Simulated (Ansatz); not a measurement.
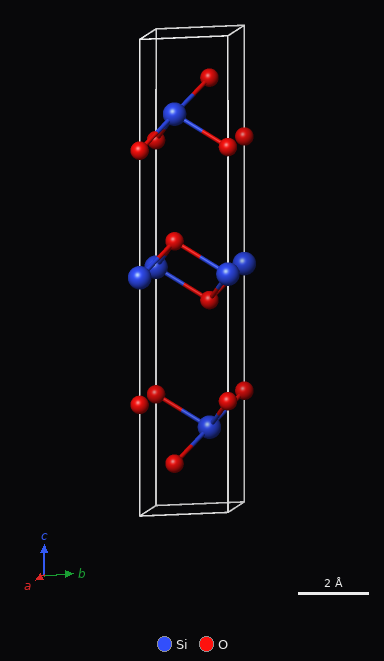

Normal modes of a crystal of SiO$_{2}$ (a generated structure), space group R-3m (No. 166), at the zone centre. Style: ball-and-stick. Shown: the conventional cell (3 times the calculation's cell), slightly off an axis. Lengths and directions refer to the drawn axes.

All numbers below come from DFT PBE+D3(BJ), scalar-relativistic, plane waves, PAW (Ansatz). Settings: plane-wave cutoff 420 eV; k-point mesh 12 × 12 × 12; occupations fixed; no spin polarisation.

Frequencies are those without the non-analytic (LO–TO) term.

**Which optical modes does it have, at what frequencies, and is it stable there?**

The calculation's cell holds 3 atoms, so there are 6 optical modes, in 4 levels. The optical modes span E_g + E_u + A₁g + A₂u. No level is unstable.

| level | symmetry | frequency (cm⁻¹) | activity |
| --- | --- | --- | --- |
| 1 | E_g | 538 | Raman-active |
| 2 | E_u | 556 | infrared-active |
| 3 | A₁g | 694 | Raman-active |
| 4 | A₂u | 834 | infrared-active |

The modes drawn as arrows (one member of each degenerate set):

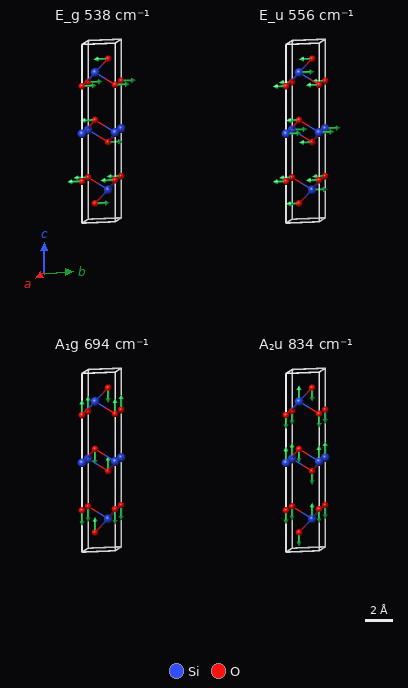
